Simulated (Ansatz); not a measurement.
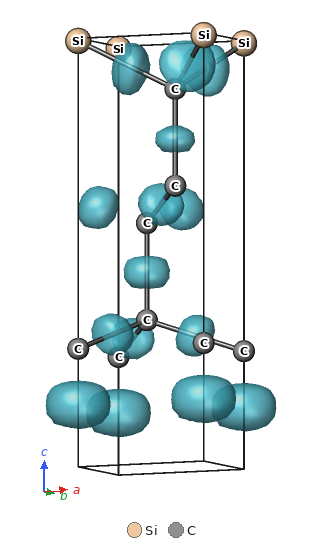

The picture shows: SiC$_{5}$. Isosurface of the ELF at 0.85 (cyan), seen at an oblique angle. Only the valence region is drawn (cores and ρ < 0.01 e/Å³ removed). Sticks mark near contacts.

Space group P3m1; a generated structure, not necessarily the stable one.

Level of theory: DFT PBE, scalar-relativistic, plane waves, PAW in Ansatz 0.2.0.

Q: Identify the bonds, lone pairs and shells in this picture.

A: The surface consists of eight regions between bonded C–C atoms (shared pairs) and four regions between bonded C–Si atoms (shared pairs), counted in one cell of 6 atoms. Any copies at cell faces, edges or corners count once.

Values along the shortest contacts:
C–C (1.53 Å): the ELF peaks at about 0.90 between the atoms; localised, covalent bonding. Si–C (1.76 Å): the ELF peaks at about 0.90 between the atoms (localised, covalent bonding).

Q: Metal or insulator at this level of theory?

A: It is gapped, with a Kohn–Sham gap of 1.2 eV on the k-point mesh, an upper bound to the gap of this method.
